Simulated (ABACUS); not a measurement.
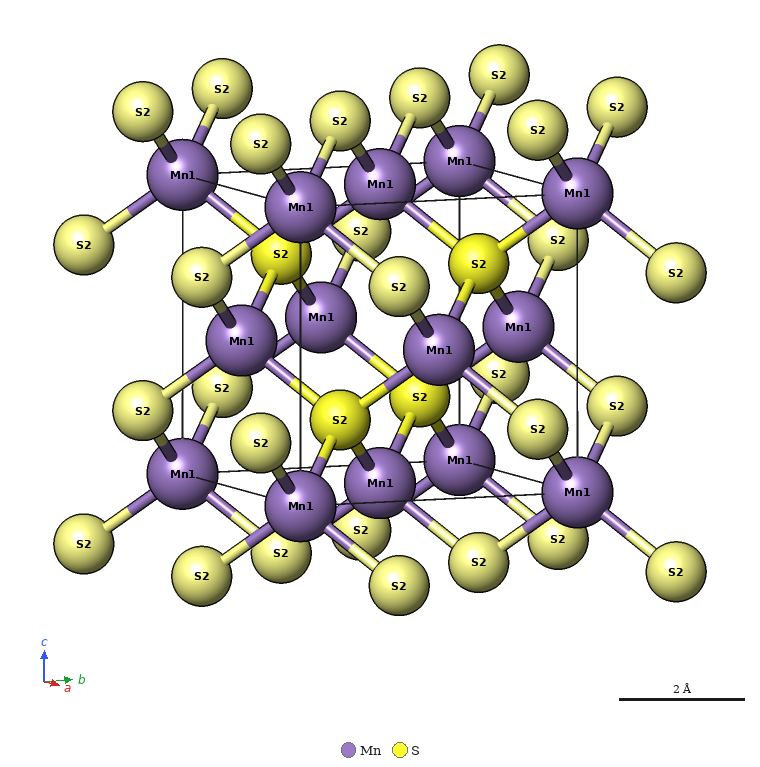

**Figure 1.** The input geometry (ball-and-stick view of the cell 4 times as large as that of the calculation, set on its symmetry axes, seen slightly off an axis; neighbours outside the cell are drawn fainter; atoms are numbered from 1 in the order of the input). An atom can appear more than once, as a periodic image.

**MnS: single-point calculation at one volume of an equation of state (part 1 of 2)**

MnS (F-43m, 2 atoms in the cell), computed with Kohn-Sham DFT of a periodic cell, LDA, PseudoDojo NC SR 0.4.1 LDA standard, spin-polarised (ABACUS 3.10.1).

The structure derives from a Materials Project entry. It belongs to a series of runs on one base structure; here: volume scaled by 0.94.

### Input file
```
INPUT_PARAMETERS
suffix              MnS
calculation         scf
basis_type          pw
pseudo_dir          ./
latname             fcc
symmetry            1
dft_functional      pz
ecutwfc             97
pseudo_rcut         7
nspin               2
nbands              17
ks_solver           dav
smearing_method     fd
smearing_sigma      0.00367493
scf_thr             1e-08
scf_nmax            100
mixing_type         broyden
mixing_beta         0.4
cal_force           1
cal_stress          1
kpar                4
```

### File STRU
```
ATOMIC_SPECIES
Mn 54.9380 Mn.upf
S 32.0600 S.upf

LATTICE_CONSTANT
9.1575009501

ATOMIC_POSITIONS
Direct

Mn
0.0
1
0.0000000000 0.0000000000 0.0000000000 1 1 1 mag 4

S
0.0
1
0.2500000000 0.2500000000 0.2500000000 1 1 1 mag 0
```

### File KPT
```
K_POINTS
0
Gamma
7 7 7 0 0 0
```

Run as:
```bash
OMP_NUM_THREADS=1 mpirun -np 4 abacus > log
```

### The program's output
```
ABACUS v3.10.1

               Atomic-orbital Based Ab-initio Computation at UStc

 ------------------------------------------------------------------------------------

 READING GENERAL INFORMATION
                           global_out_dir = OUT.MnS/
                           global_in_card = INPUT
                               pseudo_dir = ./
                              orbital_dir =
                                    DSIZE = 4
                                    GSIZE = 1

 READING UNITCELL INFORMATION
                                    ntype = 2
                  lattice constant (Bohr) = 9.1575
              lattice constant (Angstrom) = 4.84594

 READING ATOM TYPE 1
                               atom label = Mn
                      L=0, number of zeta = 1
                      L=1, number of zeta = 1
                      L=2, number of zeta = 1
             number of atom for this type = 1
               magnetization of element 1 = 4

 READING ATOM TYPE 2
                               atom label = S
                      L=0, number of zeta = 1
                      L=1, number of zeta = 1
                      L=2, number of zeta = 1
             number of atom for this type = 1
               magnetization of element 2 = 0

                        TOTAL ATOM NUMBER = 2
DIRECT COORDINATES
    atom                   x                   y                   z     mag                  vx                  vy                  vz
taud_Mn1            0.0000000000        0.0000000000        0.0000000000  4.0000        0.0000000000        0.0000000000        0.0000000000
taud_S1            0.2500000000        0.2500000000        0.2500000000  0.0000        0.0000000000        0.0000000000        0.0000000000

                          Volume (Bohr^3) = 191.987
                             Volume (A^3) = 28.4494

 Lattice vectors: (Cartesian coordinate: in unit of a_0)
                 -0.5                  +0                +0.5
                   +0                +0.5                +0.5
                 -0.5                +0.5                  +0
 Reciprocal vectors: (Cartesian coordinate: in unit of 2 pi/a_0)
                   -1                  -1                  +1
                   +1                  +1                  +1
                   -1                  +1                  -1
 The esolver type has been set to : ksdft_pw

                PAO radial cut off (Bohr) = 7

 Read in pseudopotential file is Mn.upf
                     pseudopotential type = NC
          exchange-correlation functional = SLA PW NOGXNOGC
                 nonlocal core correction = 1
                        valence electrons = 15
                                     lmax = 2
                           number of zeta = 4
                     number of projectors = 6
                           L of projector = 0
                           L of projector = 0
                           L of projector = 1
                           L of projector = 1
                           L of projector = 2
                           L of projector = 2
 XC functional updated to : pz
          exchange-correlation functional = PZ
                PAO radial cut off (Bohr) = 7

 Read in pseudopotential file is S.upf
                     pseudopotential type = NC
          exchange-correlation functional = SLAPWNOGXNOGC
                 nonlocal core correction = 1
                        valence electrons = 6
                                     lmax = 2
                           number of zeta = 2
                     number of projectors = 6
                           L of projector = 0
                           L of projector = 0
                           L of projector = 1
                           L of projector = 1
                           L of projector = 2
                           L of projector = 2
 XC functional updated to : pz
          exchange-correlation functional = PZ
     initial pseudo atomic orbital number = 14
 The readin total magnetization is 4

 SETUP THE ELECTRONS NUMBER
            electron number of element Mn = 15
      total electron number of element Mn = 15
             electron number of element S = 6
       total electron number of element S = 6
            AUTOSET number of electrons:  = 21
                           occupied bands = 11
                                   NBANDS = 17
                                   NLOCAL = 18

%%%%%%%%%%%%%%%%%%%%%%%%%%%%%%%%%%%%%%%%%%%%%%%%%%%%%%%%%%%%%%%%%%%%%%%%%%%%%%%%%%%%%%%%%%%%%%%%%%%%%%%%%%
 Warning: the number of valence electrons in pseudopotential > 7 for Mn: [Ar] 3d5 4s2
 Pseudopotentials with additional electrons can yield (more) accurate outcomes, but may be less efficient.
 If you're confident that your chosen pseudopotential is appropriate, you can safely ignore this warning.
%%%%%%%%%%%%%%%%%%%%%%%%%%%%%%%%%%%%%%%%%%%%%%%%%%%%%%%%%%%%%%%%%%%%%%%%%%%%%%%%%%%%%%%%%%%%%%%%%%%%%%%%%%

 SETUP THE PLANE WAVE BASIS
 energy cutoff for charge/potential (unit:Ry) = 388
            fft grid for charge/potential = [ 45, 45, 45 ]
                        fft grid division = [ 1, 1, 1 ]
        big fft grid for charge/potential = [ 45, 45, 45 ]
                                     nbxx = 91125
                                     nrxx = 91125

 SETUP PLANE WAVES FOR CHARGE/POTENTIAL
                    number of plane waves = 24933
                         number of sticks = 1135

 PARALLEL PW FOR CHARGE/POTENTIAL
     PROC   COLUMNS(POT)             PW
        1           1135          24933
 --------------- sum -------------------
        1           1135          24933
                            number of |g| = 278
                                  max |g| = 824
                                  min |g| = 0

----------- Double Check Mixing Parameters Begin ------------
mixing_type: broyden
mixing_beta: 0.4
mixing_gg0: 1
mixing_gg0_min: 0.1
mixing_beta_mag: 1.6
mixing_gg0_mag: 0
mixing_ndim: 8
----------- Double Check Mixing Parameters End ------------

 LATTICE VECTORS: (CARTESIAN COORDINATE: IN UNIT OF A0)
                 -0.5                  +0                +0.5
                   +0                +0.5                +0.5
                 -0.5                +0.5                  +0
                       right hand lattice = 1
                                   NORM_A = 0.707107
                                   NORM_B = 0.707107
                                   NORM_C = 0.707107
                           ALPHA (DEGREE) = 60
                           BETA  (DEGREE) = 60
                           GAMMA (DEGREE) = 60

 The lattice vectors have been changed (STRU_SIMPLE.cif)

(for optimal symmetric configuration:)
                             BRAVAIS TYPE = 3
                     BRAVAIS LATTICE NAME = 03. Cubic F (face-centered)
                                    ibrav = 3
                                    IBRAV = 3
                                  BRAVAIS = FACE CENTERED CUBIC
                       LATTICE CONSTANT A = 1
Original cell was already a primitive cell.
                        ROTATION MATRICES = 48
              PURE POINT GROUP OPERATIONS = 24
                   SPACE GROUP OPERATIONS = 24
                                       C2 = 3
                                       C3 = 8
                                       C4 = 0
                                       C6 = 0
                                       S1 = 6
                                       S3 = 0
                                       S4 = 6
                                       S6 = 0
                              POINT GROUP = T_d
                                       C2 = 3
                                       C3 = 8
                                       C4 = 0
                                       C6 = 0
                                       S1 = 6
                                       S3 = 0
                                       S4 = 6
                                       S6 = 0
               POINT GROUP IN SPACE GROUP = T_d

 SETUP K-POINTS
                                    nspin = 2
                   Input type of k points = Monkhorst-Pack(Gamma)
                                   nkstot = 343
                       right hand lattice = 1
(for reciprocal lattice: )
                             BRAVAIS TYPE = 2
                     BRAVAIS LATTICE NAME = 02. Cubic I (body-centered)
                                    ibrav = 2
                       right hand lattice = 1
(for k-lattice: )
                             BRAVAIS TYPE = 2
                     BRAVAIS LATTICE NAME = 02. Cubic I (body-centered)
                                    ibrav = 2
                       right hand lattice = 1
                        ROTATION MATRICES = 48
                               nkstot_ibz = 20
K-POINTS REDUCTION ACCORDING TO SYMMETRY
     IBZ    DIRECT_X    DIRECT_Y    DIRECT_Z  WEIGHT  ibz2bz
       1  0.00000000  0.00000000  0.00000000  0.0029       0
       2  0.14285714  0.14285714  0.14285714  0.0233       1
       3  0.28571429  0.28571429  0.28571429  0.0233       2
       4  0.42857143  0.42857143  0.42857143  0.0233       3
       5  0.14285714  0.14285714  0.00000000  0.0175       8
       6  0.28571429  0.14285714  0.28571429  0.0700       9
       7  0.42857143  0.28571429  0.42857143  0.0700      10
       8 -0.42857143  0.42857143  0.42857143  0.0700      11
       9  0.42857143  0.28571429  0.28571429  0.0700      12
      10  0.28571429  0.14285714  0.14285714  0.0350      13
      11  0.28571429  0.28571429  0.00000000  0.0175      16
      12  0.42857143  0.42857143  0.14285714  0.0700      17
      13 -0.28571429  0.42857143  0.42857143  0.0700      18
      14 -0.42857143  0.28571429  0.28571429  0.0350      19
      15  0.42857143  0.42857143  0.00000000  0.0175      24
      16 -0.14285714  0.42857143  0.42857143  0.0350      25
      17  0.42857143  0.28571429  0.14285714  0.0700      66
      18 -0.42857143  0.42857143  0.28571429  0.1399      67
      19 -0.42857143  0.42857143  0.14285714  0.0700      74
      20 -0.28571429  0.42857143  0.28571429  0.0700      75

                               nkstot now = 20
[... K-POINTS DIRECT COORDINATES: 20 rows ...]

           k-point number in this process = 5
       minimum distributed K point number = 5
[... stars of the k points ...]
                             nks(nspin=2) = 10
                          nkstot(nspin=2) = 40

[... K-POINTS CARTESIAN COORDINATES: 10 rows ...]

[... K-POINTS DIRECT COORDINATES: 10 rows ...]

 SETUP PLANE WAVES FOR WAVE FUNCTIONS
     energy cutoff for wavefunc (unit:Ry) = 97
              fft grid for wave functions = [ 45, 45, 45 ]
                    number of plane waves = 3647
                         number of sticks = 313

 PARALLEL PW FOR WAVE FUNCTIONS
     PROC   COLUMNS(POT)             PW
        1            313           3647
 --------------- sum -------------------
        1            313           3647

 SETUP NONLOCAL PSEUDOPOTENTIALS IN PLANE WAVE BASIS
 Mn non-local projectors:
 projector 1 L=0
 projector 2 L=0
 projector 3 L=1
 projector 4 L=1
 projector 5 L=2
 projector 6 L=2
 S non-local projectors:
 projector 1 L=0
 projector 2 L=0
 projector 3 L=1
 projector 4 L=1
 projector 5 L=2
 projector 6 L=2
      TOTAL NUMBER OF NONLOCAL PROJECTORS = 36

 Init Non-Local PseudoPotential table :
 Init Non-Local-Pseudopotential done.

                                     npwx = 3123

 Make real space PAO into reciprocal space.
       max mesh points in Pseudopotential = 701
     dq(describe PAO in reciprocal space) = 0.01
                                    max q = 1186

 number of pseudo atomic orbitals for Mn is 4
WARNING: norm of atomic wavefunction # 3 of atomic type Mn is 0.99996, renormalized
WARNING: norm of atomic wavefunction # 4 of atomic type Mn is 0.996142, renormalized

 number of pseudo atomic orbitals for S is 2
WARNING: norm of atomic wavefunction # 1 of atomic type S is 0.999996, renormalized
WARNING: norm of atomic wavefunction # 2 of atomic type S is 0.999712, renormalized

 -------------------------------------------
 SELF-CONSISTENT
 -------------------------------------------
                                 init_chg = atomic

 PW ALGORITHM --------------- ION=   1  ELEC=   1--------------------------------
 Notice: Threshold on eigenvalues was too large.
 hsover_error=0.21 > DRHO=0.12478
 Origin diag ethr = 0.01
 New diag ethr = 0.000594189
          total magnetism (Bohr mag/cell) = 2.5131
       absolute magnetism (Bohr mag/cell) = 2.58925
                        nelec for spin up = 11.7565
                      nelec for spin down = 9.24345

 Density error is 0.125008207963
                          Error Threshold = 0.000594188578628
----------------------------------------------------------
     Energy           Rydberg                 eV
----------------------------------------------------------
 E_KohnSham     -239.7170979492      -3261.5184401337
 E_Harris       -237.1348814144      -3226.3855817906
 E_Fermi        0.9018980152         12.2709520216
----------------------------------------------------------

 PW ALGORITHM --------------- ION=   1  ELEC=   2--------------------------------
          total magnetism (Bohr mag/cell) = 1.20303835584
       absolute magnetism (Bohr mag/cell) = 1.37381591131
                        nelec for spin up = 11.1015191779
                      nelec for spin down = 9.89848082208

 Density error is 0.0349328167064
                          Error Threshold = 0.000595277180775
----------------------------------------------------------
     Energy           Rydberg                 eV
```
